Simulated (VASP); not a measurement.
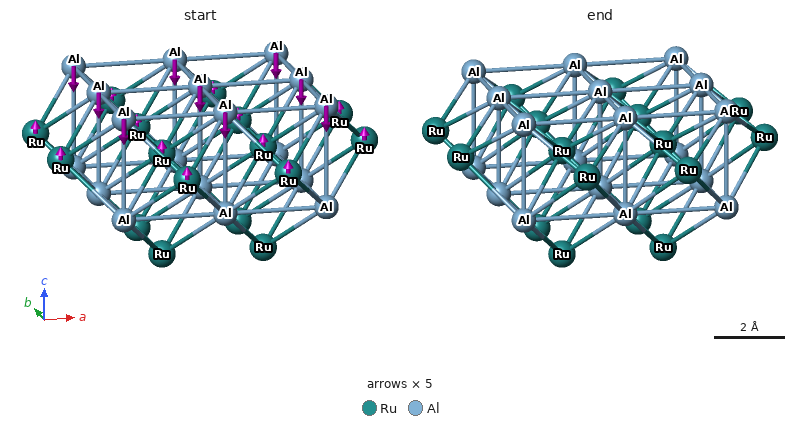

The structure of a slab of composition AlRu before (left) and after (right) a relaxation, at one scale. The purple arrows give the displacements, 5 times their true length.

The picture is a ball-and-stick view of the atoms within 5.8 Å of the atom that moves most (axes of the 3 × 3 repeat of the cell, outlined in the plane, without the vacuum), seen slightly off an axis.

The run lets the atoms move in a fixed cell. 4 atoms are held fixed.

These are results of Kohn-Sham DFT of a periodic cell, PBE, VASP PAW PBE potentials, recommended (VASP), not measurements.

Input
```
SYSTEM = AlRu
PREC = Accurate ; ENCUT = 520
EDIFF = 1E-7 ; ISMEAR = -1
SIGMA = 0.05 ; LREAL = .FALSE.
LASPH = .TRUE. ; NELM = 60
ALGO = Fast ; ISIF = 2
LWAVE = .FALSE. ; LCHARG = .FALSE.
LDIPOL = .TRUE. ; IDIPOL = 3
DIPOL = 0.5 0.5 0.500 ; GGA = PE
IBRION = 2 ; NSW = 40
EDIFFG = -0.01
```

Launched with:
```bash
cat potpaw_PBE.64/Ru_pv/POTCAR potpaw_PBE.64/Al/POTCAR > POTCAR
mpirun -np 1 vasp_std > vasp.out
```

Question: Describe what moved and what it gained.

Answer: The atom that moves furthest is an Al atom (0.16 Å along the normal (−c)). By element the largest moves are Al 0.16 Å, Ru 0.08 Å. The lattice vectors keep their values. Some distances before and after: Al–Al 2.992 → 2.847 Å, Al–Ru 2.591 → 2.463 Å, Al–Ru 2.591 → 2.643 Å. After 13 geometry steps the energy has fallen by 0.167 eV per cell of the calculation. The largest force component goes from 1.5 to 0.67 eV/Å.
